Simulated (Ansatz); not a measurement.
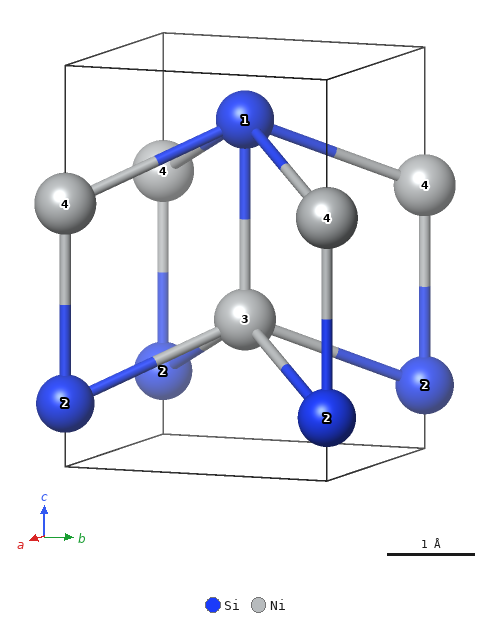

**Figure 1.** The structure (ball-and-stick view of the cell of the calculation, seen slightly off an axis; atoms are numbered from 1 in the order of the input). An atom can appear more than once, as a periodic image.

Run report: NiSi, field-gradient calculation

The run: field-gradient calculation of NiSi (4 atoms in the cell). Method and program: DFT, LDA, PAW with Ansatz's default frozen-core files, scalar-relativistic, spin-polarised (Ansatz 0.2.0).

The structure derives from an entry of the Crystallography Open Database. It belongs to a series of runs on one base structure; here: volume scaled by 0.99, PAW files. Figures and captions count atoms from 1; the log counts them from 0 in places.

The program's output:
```
Engine: ansatz 0.2.0, aarch64-unknown-linux-gnu
Pseudopotentials: kind: paw
Pseudopotential: Si, paw, valence charge 4, recommended cutoff 420 eV (normal), Si.paw.azcp
Pseudopotential: Ni, paw, valence charge 18, recommended cutoff 420 eV (normal), Ni.paw.azcp
Functional definition: SPW92
  exchange = slater_x
  correlation = pw_c
Crystal: 4 atoms, lattice volume = 46.078 Å³
Basis set: ecut = 420 eV, 911 PW (Γ)
Bands: 29, of which v1, the nominal top of the filled ones, is band 22 counted from 1 (21 counted from 0)
Symmetry: 8 space group operations
Space group: Pmmn (ITA 59), of the structure as read, at distance tolerance 3.6e-5 Å
Magnetic group: BNS 59.405 (UNI 503), of the structure as read, at distance tolerance 3.6e-5 Å
k-points: 144 of 770
Non-local potential: Si, projectors of the file, l = 0: 2, l = 1: 2, l = 2: 2
Non-local potential: Ni, projectors of the file, l = 0: 3, l = 1: 2, l = 2: 3, l = 3: 1
PAW form: soft (Blöchl's): semilocal exchange-correlation on the pseudo side does not see the compensation charge
PAW frozen core: Si, regenerated for the run's functional, and the local potential with it (the file was generated under x = pbe(κ = 0.804, μ = 0.2195149727645171), c = pbe(β = 0.06672455060314922))
PAW frozen core: Ni, regenerated for the run's functional, and the local potential with it (the file was generated under x = pbe(κ = 0.804, μ = 0.2195149727645171), c = pbe(β = 0.06672455060314922))
PAW one-centre angular grid: Si, 110 points (default); XC on 64 Gauss nodes
PAW one-centre angular grid: Ni, 590 points (default); XC on 64 Gauss nodes
Initial density: superposition of atomic densities (chi_scale 0.1, normalization cell)
Starting moments: Σ|m| = 3 μB on 2 of 4 sites
Initial wavefunctions: pseudopotential atomic-orbital guess
Functional: x = slater, c = lda
SCF iter   1: F=—  HF=-12764.274106 eV  |F-HF|=—  |Δ(HF+E_count)|=         —  Δρ=1.76e-1 (↑1.76e-1 ↓1.04e-1)  dr2=1.93e0  dr2_m=8.01e0  M=0.073 μB ∫|m|=0.273 μB  β_m=0.30  ethr=3.10e-3  ⟨swp⟩=5.8  Hψ=33344  notcnv=0
Mixer restart at iter 1: flushing history
preconditioner: auto → Kerker (q_TF=auto, 2.707 Å⁻¹)  [metal: Δε(μ)=0.018 eV  Ē_g=8.280 eV  σ=0.050 eV  W_gap=0.09  n_scr=16 (ndim 8)  ℏωp=28.9 eV  f_vac=0.000  D(μ)=0.87/eV (n_scr^D=2)]
spin=Collinear: Kerker preconditioning applied to the charge; magnetization (m = ρ↑ − ρ↓) channel mixes plain (no charge-response kernel on spin).
SCF iter   2: F=—  HF=-12763.375063 eV  |F-HF|=—  |Δ(HF+E_count)|=   8.99e-1  Δρ=1.17e-1 (↑8.14e-2 ↓1.17e-1)  dr2=8.87e-1  dr2_m=4.05e0  M=0.089 μB ∫|m|=0.218 μB  β_m=0.53  ethr=3.10e-3  ⟨swp⟩=2.0  Hψ=14977  notcnv=0  defer=406
SCF iter   3: F=—  HF=-12765.807853 eV  |F-HF|=—  |Δ(HF+E_count)|=    2.43e0  Δρ=5.55e-2 (↑5.55e-2 ↓3.75e-2)  dr2=2.49e-1  dr2_m=8.59e-1  M=0.042 μB ∫|m|=0.117 μB  β_m=0.68  ethr=2.02e-3  ⟨swp⟩=3.0  Hψ=17279  notcnv=0  defer=406
SCF iter   4: F=—  HF=-12766.348299 eV  |F-HF|=—  |Δ(HF+E_count)|=   5.40e-1  Δρ=2.55e-2 (↑2.07e-2 ↓2.55e-2)  dr2=9.45e-1  dr2_m=2.70e-3  M=0.001 μB ∫|m|=0.018 μB  β_m=0.69  ethr=5.66e-4  ⟨swp⟩=2.6  Hψ=17259  notcnv=0  defer=428
SCF iter   5: F=—  HF=-12766.204424 eV  |F-HF|=—  |Δ(HF+E_count)|=   1.44e-1  Δρ=6.06e-3 (↑4.30e-3 ↓6.06e-3)  dr2=2.28e-2  dr2_m=4.69e-4  M=-0.002 μB ∫|m|=0.002 μB  β_m=0.85  ethr=5.66e-4  ⟨swp⟩=3.0  Hψ=15109  notcnv=0  defer=431
SCF iter   6: F=—  HF=-12766.215465 eV  |F-HF|=—  |Δ(HF+E_count)|=   1.10e-2  Δρ=9.98e-4 (↑9.98e-4 ↓7.34e-4)  dr2=1.44e-3  dr2_m=1.84e-4  M=0.001 μB ∫|m|=0.002 μB  β_m=0.92  ethr=5.17e-5  ⟨swp⟩=2.0  Hψ=14917  notcnv=0  defer=438
SCF iter   7: F=—  HF=-12766.215487 eV  |F-HF|=—  |Δ(HF+E_count)|=   2.23e-5  Δρ=5.44e-4 (↑5.44e-4 ↓3.29e-4)  dr2=2.31e-4  dr2_m=5.68e-6  M=0.000 μB ∫|m|=0.000 μB  β_m=0.96  ethr=3.27e-6  ⟨swp⟩=2.5  Hψ=11820  notcnv=0  defer=438
SCF iter   8: F=—  HF=-12766.215521 eV  |F-HF|=—  |Δ(HF+E_count)|=   3.36e-5  Δρ=1.25e-4 (↑1.25e-4 ↓8.67e-5)  dr2=1.46e-5  dr2_m=1.89e-7  M=0.000 μB ∫|m|=0.000 μB  β_m=0.97  ethr=5.25e-7  ⟨swp⟩=2.0  Hψ=11249  notcnv=0  defer=438
SCF iter   9: F=—  HF=-12766.215520 eV  |F-HF|=—  |Δ(HF+E_count)|=   9.37e-7  Δρ=2.87e-5 (↑2.25e-5 ↓2.87e-5)  dr2=1.16e-6  dr2_m=4.49e-9  M=-0.000 μB ∫|m|=0.000 μB  β_m=0.96  ethr=3.32e-8  ⟨swp⟩=2.1  Hψ=12486  notcnv=0  defer=438
SCF iter  10: F=—  HF=-12766.215520 eV  |F-HF|=—  |Δ(HF+E_count)|=   2.55e-8  Δρ=1.79e-5 (↑1.74e-5 ↓1.79e-5)  dr2=4.77e-7  dr2_m=2.07e-11  M=-0.000 μB ∫|m|=0.000 μB  β_m=0.98  ethr=2.63e-9  ⟨swp⟩=1.6  Hψ=9776  notcnv=0  defer=438
SCF iter  11: F=—  HF=-12766.215520 eV  |F-HF|=—  |Δ(HF+E_count)|=   3.63e-8  Δρ=4.75e-6 (↑4.75e-6 ↓4.35e-6)  dr2=2.77e-8  dr2_m=1.78e-11  M=-0.000 μB ∫|m|=0.000 μB  β_m=0.84  ethr=1.08e-9  ⟨swp⟩=1.7  Hψ=10512  notcnv=0  defer=438
SCF iter  12: F=-12766.215520 eV  HF=-12766.215520 eV  |F-HF|=1.06e-8  |Δ(HF+E_count)|=   2.99e-9  Δρ=2.79e-6 (↑2.76e-6 ↓2.79e-6)  dr2=1.13e-8  dr2_m=3.34e-13  M=0.000 μB ∫|m|=0.000 μB  ethr=6.29e-11  ⟨swp⟩=10.5  Hψ=55276  notcnv=0
SCF 1 converged in 12 iterations: F = -12766.215520 eV  dr2 = 1.13e-8
  greatest PAW one-centre occupation: 1.002 electrons in one spin orbital (limit 2), on the Ni atom at site 3 (counted from 0), in its partial waves of l = 1
```

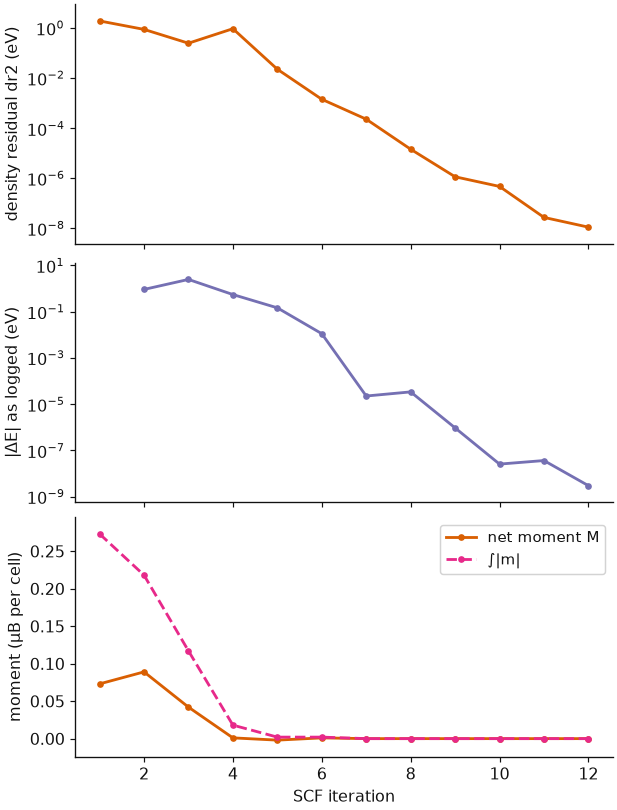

**Figure 2.** Convergence of the self-consistent field: density residual dr2, size of the energy change and magnetic moment against the SCF iteration. The residual comes down, with one marked jump up, by a factor of about 4, at step 4. The net moment stays at 0.0 μB per cell, and ∫|m| falls to zero.

```
WARN: the starting moments were not kept: the SCF closed with an absolute magnetisation of 6.7e-7 μB, where they sum to 3 μB in size (2 sites). That is at most 0.1 of that sum. Measured as dr2_m measures the in/out step, that magnetisation stands 1.2e-13 eV from none, at or under the dr2_threshold of 1.0e-7 eV: it is no larger than a step whose dr2_m would equal this threshold. The system may hold no moment; this SCF shows only that its start led to no more than that. To try another start: raise the starting moments (crystal.atoms[].spin, magnetization.per_species, magnetization.initial_magnetization, or on a non-collinear deck that types none of these the spinor_matrix: blocks that start its atoms; where the total moment is fixed, keep their sum and leave initial_magnetization as it is; typed ones take the place of any that the run laid by itself, positive ones on a crystal's lanthanoids without a Hubbard term where scf.initial_density.shell_occupations: [] is typed) or, if the notice of its spin-set hold's release reads "site moments contracting" or "site moments show no strong build", lengthen the hold (scf.mixing.spin_hold: { on: { confirm: 4 } }; for m-r²SCAN on two components see the key's manual first). Each may lead to a state that holds a moment. A second SCF, from the converged charge density, with the starting moments and any scf.initial_density.shell_occupations laid on it anew, would have followed, and was not run: the deck does not ask for one (magnetization.retry_lost_moments is false, the default). To let it run, set magnetization.retry_lost_moments: true and run the deck again, where that key's refused combinations let it; where memory then withholds it, that run's warning says so.
SCF converged after 12 iterations
Magnetization: 0.0000 μB (22.0000 up, 22.0000 down)
Absolute magnetization: 0.0000 μB (∫|ρ↑−ρ↓|, with the PAW one-centre terms)
Spin contamination: 0.0000 ħ² per cell (⟨S²⟩ above its minimum at these occupations)
Per-site moments (μB) at R_I (Å): [(7.408014586858808e-8, 0.9619642818198006), (7.408014580845931e-8, 0.9619642818198006), (-1.0809020358217426e-7, 0.9619642818198006), (-1.0809020352888343e-7, 0.9619642818198006)]
Free energy (F): -12766.215520 eV
Harris-Foulkes:  -12766.215520 eV  (|F-HF|=1.06e-8)
Internal energy: -12766.204176 eV  (E = F + TS)
E sigma→0 (E₀):  -12766.209848 eV
Entropy (-TS):   -0.011343 eV (-2.836 meV/atom)
Fermi energy:    15.567741 eV
--- Per-component energies (eV) ---
  E_band       = -611.620400
  E_kinetic    = 659.710811
  E_local      = -8936.086804  (includes V_loc(G=0)·N_el)
  E_nonlocal   = 1329.860362
  E_hartree    = 3858.420636
  E_xc         = -284.250917
  E_vxc        = -320.482014  (∫ρ·V_xc dr)
  E_paw        = -4100.651930  (= ΣΔE_a)
  E_vpaw       = -1061.478204  (= ΣTr[D̂ρ^β])
  E_aug_tail   = 0.000950  (compensation charges beyond the density's cutoff)
  E_ewald      = -5294.244187
  E_core_change = 1.036902  (= ΣΔE_core)
  E_smearing   = -0.011343  (= −TS)
  E_closure    = -0.000000  (closes the sum)
  Σ components = -12766.215520   (vs F -12766.215520, Δ=0.00e0)
--- Forces (eV/Å), atoms counted from 1 ---
  atom   1  Si     0.00000000     0.00000000    -0.16029444
  atom   2  Si     0.00000000     0.00000000     0.16029444
  atom   3  Ni     0.00000000     0.00000000    -0.15794876
  atom   4  Ni     0.00000000     0.00000000     0.15794876
  max |Σ_I F_I| component: 0.00e0 eV/Å
--- Stress (GPa, compression-positive) ---
       -7.532605       0.000000       0.000000
        0.000000      -8.142108       0.000000
        0.000000       0.000000      -8.931198
  P = ⅓ Tr σ = -8.2020 GPa (-82.020 kbar)
--- PAW observables at the nuclei: V_zz in 10²¹ V/m², potentials from the cell's mean, atoms counted from 1 ---
  atom   1  Si V_zz =    -3.450748   η = 0.4712   by run symmetry: allowed
            electrostatic potential = -1366.876022 V   contact ρ = 12692.522884 e/Å³   contact ρ_s (e/Å³): all electrons +0.000001, valence +0.000001
  atom   2  Si V_zz =    -3.450748   η = 0.4712   by run symmetry: allowed
            electrostatic potential = -1366.876022 V   contact ρ = 12692.522884 e/Å³   contact ρ_s (e/Å³): all electrons +0.000001, valence +0.000001
  atom   3  Ni V_zz =    -0.784840   η = 0.6143   by run symmetry: allowed
            electrostatic potential = -3573.548510 V   contact ρ = 129696.118857 e/Å³   contact ρ_s (e/Å³): all electrons -0.000000, valence -0.000001
  atom   4  Ni V_zz =    -0.784840   η = 0.6143   by run symmetry: allowed
            electrostatic potential = -3573.548510 V   contact ρ = 129696.118857 e/Å³   contact ρ_s (e/Å³): all electrons -0.000000, valence -0.000001
--- Band table (eV; the first three rows and the last of 288) ---
  k-point 0 ↑: bands = ["-87.5595", "-87.5499", "-48.5165", "-48.4889", "-48.3903", "-48.3526", "-48.3162", "-48.2854", "1.7177", "7.4633", "9.0942", "11.4076", "12.0052", "12.5573", "12.6789", "12.8538", "12.9662", "12.9819", "13.2364", "13.5804", "13.6217", "14.5090", "16.3475", "18.5593", "20.7475", "20.9547", "22.3790", "23.2928", "23.7543"]
  k-point 1 ↑: bands = ["-87.5595", "-87.5499", "-48.5165", "-48.4890", "-48.3902", "-48.3526", "-48.3162", "-48.2854", "1.8295", "6.8114", "9.4841", "11.4483", "11.9722", "12.5603", "12.6869", "12.8502", "12.9092", "12.9528", "13.1608", "13.5716", "14.0644", "14.8316", "16.5849", "18.4771", "20.2883", "20.7124", "21.8375", "22.6465", "24.4662"]
  k-point 2 ↑: bands = ["-87.5595", "-87.5499", "-48.5164", "-48.4893", "-48.3902", "-48.3526", "-48.3162", "-48.2854", "2.1327", "5.7684", "9.9246", "11.5446", "11.8914", "12.5707", "12.6879", "12.7053", "12.8214", "12.9152", "13.0069", "13.5512", "15.4376", "15.5893", "17.2038", "18.2943", "19.0753", "20.6388", "20.7649", "21.4689", "24.8712"]
  k-point 143 ↓: bands = ["-87.5538", "-87.5538", "-48.5016", "-48.5016", "-48.3820", "-48.3820", "-48.3063", "-48.3063", "8.0018", "8.0018", "9.0735", "9.0735", "10.7828", "10.7828", "11.9172", "11.9172", "12.7676", "12.7676", "13.5722", "13.5722", "14.0188", "14.0188", "15.3480", "15.3480", "16.6699", "16.6699", "23.2641", "23.2641", "24.3389"]
```

File rho_z.tsv:
```
# z_ang	rho[e/angstrom^3]	rho_spin[e/angstrom^3]
# format = ansatz-planar-average/11
# lattice	3.016497450	0.000000000	0.000000000
# lattice	0.000000000	3.262551758	0.000000000
# lattice	0.000000000	0.000000000	4.682048311
# sites	4
# site	14	1.508248725	1.631275879	3.943689292
# site	14	0.000000000	0.000000000	0.738359019
# site	28	1.508248725	1.631275879	1.611654670
# site	28	0.000000000	0.000000000	3.070393641
0.000000	3.153279e-1	7.231441e-8
0.146314	3.121545e-1	7.059410e-8
0.292628	3.059055e-1	6.638127e-8
0.438942	3.023816e-1	6.117354e-8
0.585256	3.100012e-1	5.583105e-8
0.731570	3.356523e-1	5.017281e-8
0.877884	4.010022e-1	4.472025e-8
1.024198	5.567885e-1	4.070671e-8
1.170512	8.962210e-1	3.701398e-8
1.316826	1.513571e0	2.716887e-8
1.463140	2.271904e0	1.008410e-8
1.609454	2.640945e0	-1.654310e-9
1.755768	2.253567e0	3.901905e-9
1.902082	1.468704e0	2.117247e-8
2.048396	8.354162e-1	3.371305e-8
2.194710	5.089776e-1	3.724485e-8
2.341024	4.149859e-1	3.755249e-8
2.487338	5.089776e-1	3.724485e-8
2.633652	8.354162e-1	3.371305e-8
2.779966	1.468704e0	2.117247e-8
2.926280	2.253567e0	3.901905e-9
3.072594	2.640945e0	-1.654310e-9
3.218908	2.271904e0	1.008410e-8
3.365222	1.513571e0	2.716887e-8
3.511536	8.962210e-1	3.701398e-8
3.657850	5.567885e-1	4.070671e-8
3.804164	4.010022e-1	4.472025e-8
3.950478	3.356523e-1	5.017281e-8
4.096792	3.100012e-1	5.583105e-8
4.243106	3.023816e-1	6.117354e-8
4.389420	3.059055e-1	6.638127e-8
4.535734	3.121545e-1	7.059410e-8
```

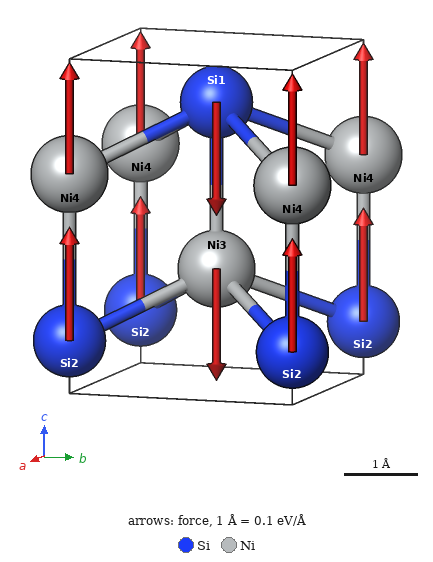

**Figure 3.** Forces on the atoms as red arrows (ball-and-stick view of the cell of the calculation, seen slightly off an axis; atoms are numbered from 1 in the order of the input). The largest act on Si1, Si2 (0.16 eV/Å); Ni3, Ni4 (0.16 eV/Å). The geometry is not a stationary point of this energy.

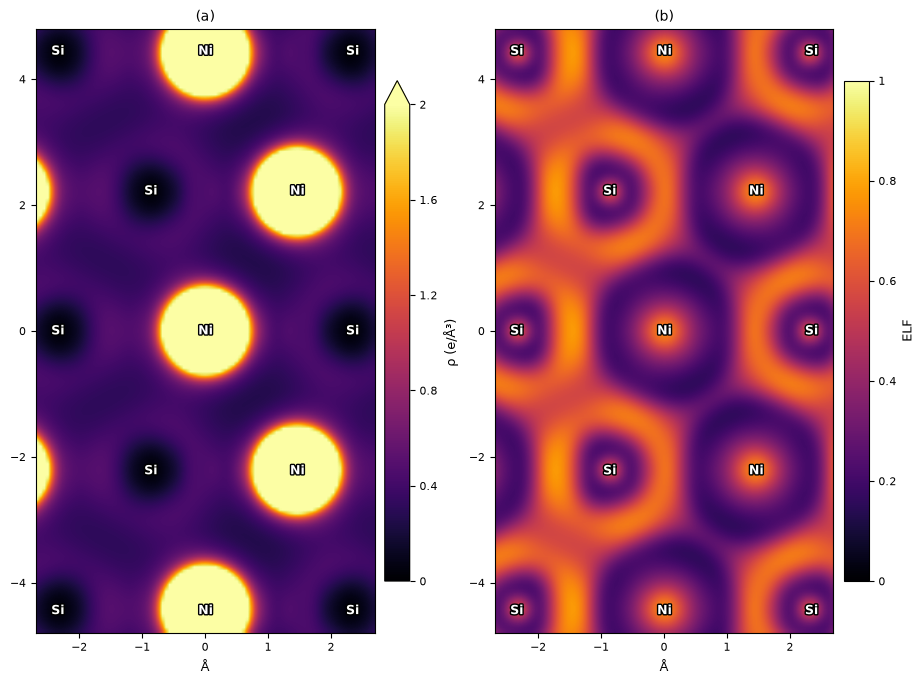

**Figure 4.** (a) valence pseudo-density; (b) electron localisation function on the (110) plane of the conventional cell. Atoms in the plane: Si and Ni. Si–Ni (2.33 Å): ρ is about 0.43 e/Å³ halfway; the ELF is about 0.45 at the midpoint. Si–Ni (2.39 Å): ρ at the midpoint is about 0.42 e/Å³; the ELF is about 0.50 at the midpoint. Away from the nuclei the density in this plane falls to 0.26 e/Å³ at its lowest. The strong features right at Ni lie inside the PAW spheres (semicore, d or f shells) and say nothing about bonding. Core electrons are frozen (PAW), so the fields are smoothed inside the atomic spheres.

This output came from the following input.

The input:
```yaml
crystal:
  lattice:
    - [3.0164974495, 0.0, 0.0]
    - [0.0, 3.2625517577, 0.0]
    - [0.0, 0.0, 4.6820483107]
  atoms:
    - { symbol: Si, position: [0.5, 0.5, 0.8423] }
    - { symbol: Si, position: [0.0, 0.0, 0.1577] }
    - { symbol: Ni, position: [0.5, 0.5, 0.34422], spin: 1.5 }
    - { symbol: Ni, position: [0.0, 0.0, 0.65578], spin: 1.5 }
magnetization:
  spin_polarized: true
kpoints:
  mp_grid: { grid: [11, 10, 7] }
scf:
  occupations: { method: fermi_dirac, width: 0.05 }
hamiltonian:
  xc: lda
  pseudopotentials: { kind: paw }
output:
  forces: true
  stress: true
  eigenvalues: true
  efg: { contact_densities: true }
  write_density: true
  write_potential: true
  elf: true
  volumetric_format: npy
```

Launch command:
```bash
ansatz run input.yaml --threads 1 --pin off --max-ram 6144MiB --backend cpu --events-out ev --progress --plain --runs-dir out
```

Summary:

```tsv
quantity	value
outcome	converged
space group (tolerance 0.01 Å)	Pmmn (59)
electrons treated	44
free energy	−12766.2155 eV
Fermi energy	15.568 eV
net moment of the cell	0.00 μB
integrated absolute moment	0.00 μB
pressure	−8.20 GPa
field gradient V_zz (10²¹ V/m²)	Si −3.45, Si −3.45, Ni −0.78, Ni −0.78
largest force (length of the vector)	0.160 eV/Å
hardware	1 thread of Arm Neoverse V1, 24 GiB of memory available, shared host
wall time	41 s
peak memory	0.58 GiB
```

Notes:

The program warns: some starting moments were not kept. The cell is under a tension of 8.2 GPa at this level, so it is not at its equilibrium volume.
